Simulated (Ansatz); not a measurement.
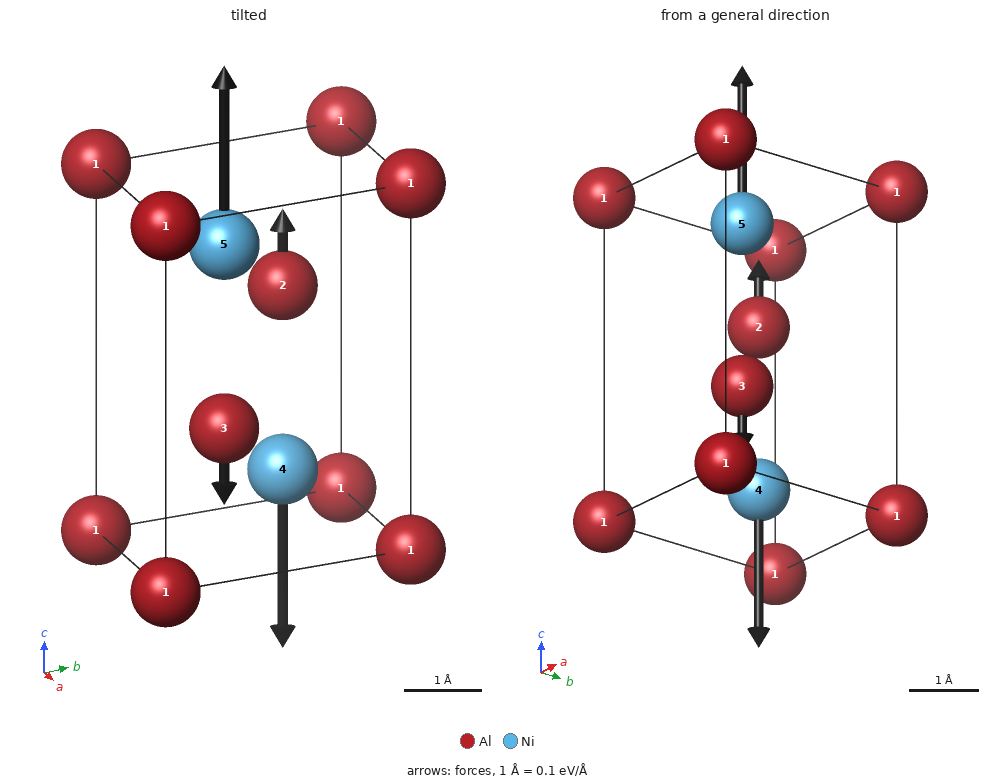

The crystal in a spheres-only representation, seen slightly off an axis and from a general direction. Atoms at the boundary of the simulation cell (the box) are drawn once for each face, edge or corner they touch. The arrows are the computed forces on the atoms.

System: Al$_{3}$Ni$_{2}$. Theory: DFT PBEsol, scalar-relativistic, plane waves, PAW (Ansatz 0.2.0). Numerical settings: a cutoff energy of 420 eV, a 12×12×10 grid in reciprocal space, Gaussian smearing of 0.15 eV, no spin polarisation (a spin-restricted run, not always the ground state).

Is the structure at a minimum of the energy?

Answer. No. The atoms still feel forces of up to about 0.19 eV/Å, above a usual threshold of 0.01 to 0.03 eV/Å.

Identify the atom with the maximum force.

Answer. Ni4 and Ni5, about 0.19 eV/Å.

It derives from a structure listed in the Materials Project. The cell was then strained or its atoms displaced on purpose. It was run through Ansatz as a DFT input.
